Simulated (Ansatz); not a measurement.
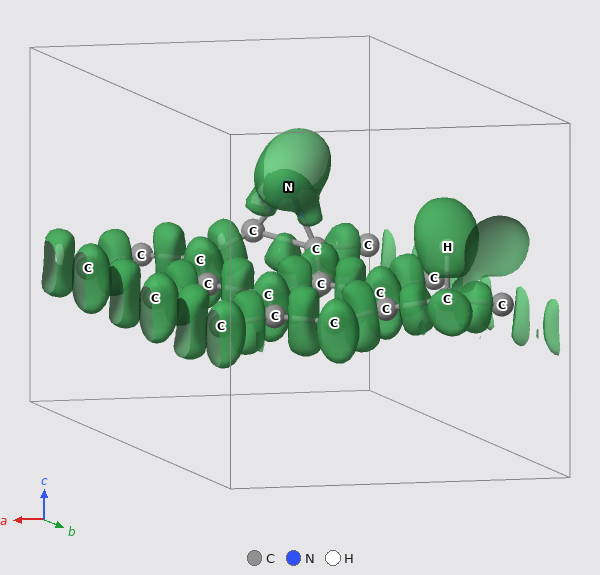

HC$_{18}$N (slab). Isosurface of the ELF at 0.75 (green), seen at an oblique angle. Core shells and regions of very low density are left out. Sticks mark near contacts.

These are results of DFT PBEsol, scalar-relativistic, plane waves, PAW (Ansatz 0.2.0), not measurements.

Core electrons are frozen (PAW), and the valence fields are smoothed inside the atomic spheres.

```
C N H
1.0
     7.39800    0.00000    0.00000
    -3.69900    6.40686    0.00000
     0.00000    0.00000   12.00000
C N H
18 1 1
Cartesian
  0.0429 0.0705 0.9232
  1.2484 0.8379 1.1410
  -1.1780 2.2089 0.8378
  0.0735 2.9332 0.7828
  -2.4335 4.3278 0.8917
  -1.1653 4.9927 1.2808
  2.5445 0.0801 1.3453
  3.7700 0.7982 0.9640
  1.2971 2.2438 0.8094
  2.5241 2.9304 0.8196
  0.0921 4.3273 0.8798
  1.2978 5.0504 0.8504
  4.9802 0.0830 0.8828
  6.2151 0.7908 0.8548
  3.7559 2.1979 0.8599
  4.9867 2.9135 0.8366
  2.5227 4.3447 0.8002
  3.7662 5.0551 0.8611
  1.8041 0.5620 2.4756
  -1.2095 4.7438 2.3831
```

### Describe the localisation domains.

The surface consists of 27 regions between bonded C–C atoms (shared pairs), one region around a hydrogen nucleus and one region on N in which the atom's valence shell and bonds are merged, counted in one cell of 20 atoms. Counts are for one cell; the picture repeats the cell along the surface. Profiles from the grid: C–H (1.13 Å): the ELF climbs to about 1 towards the hydrogen, as it does in any bond to H (an ordinary covalent bond to hydrogen). C–C (1.40 Å): the ELF peaks at about 0.95 between the atoms: localised, covalent bonding.
